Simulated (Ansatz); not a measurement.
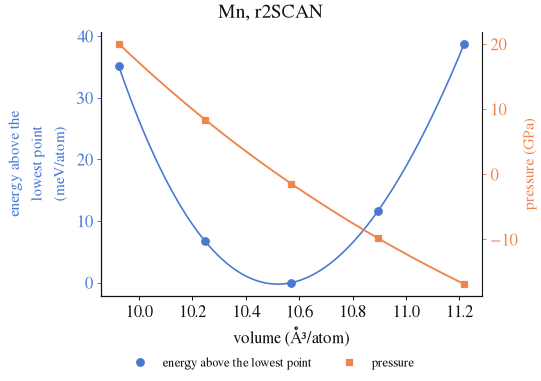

Plotted: energy above the lowest point and pressure against volume for Mn, space group Im-3m (No. 229) (one of a set of cubic test structures, which need not be the stable phase).

How it was computed, with Ansatz 0.2.0 development build: equation of state of a cubic crystal from periodic Kohn-Sham density functional theory without spin, third-order Birch-Murnaghan fit to the free energies; pressure corrected for the finite basis. Level: r2SCAN.

- structure type: bcc
- atoms in cell: 1
- space group number: 229
- lattice centring: body-centred primitive
- k mesh: 17×17×17
- occupation method: Fermi–Dirac
- occupation width: 0.1 eV
- wave cutoff: 700 eV
- datasets: hard PAW
- density tolerance: 1e−09 eV
- bands: 12
- density cutoff ratio: 4
- search for lower states: default
- xc grid level: 2

### How stiff is the solid, and where is its volume at rest?

A third-order Birch–Murnaghan fit gives V0 = 10.52 Å³/atom, B0 = 303 GPa and B′ = 4.4.

### What does the pressure do across the range?

It falls from 20.1 GPa at volume 9.92 Å³/atom to −16.9 GPa at 11.22 Å³/atom, and changes sign near 10.52 Å³/atom.

Limits of the calculation: cubic model structure, not the ambient form; modest k-mesh, values are not fully converged in k; no spin polarisation, a magnetic state may lie lower; pseudopotentials made with PBE, not this functional.

The computed values:

```
volume (Å³/atom)  energy above the lowest point (meV/atom)  pressure (GPa)
            9.92                                      35.1            20.1
           10.25                                       6.7             8.4
           10.57                                       0.0            -1.5
           10.89                                      11.6            -9.8
           11.22                                      38.8           -16.9
```
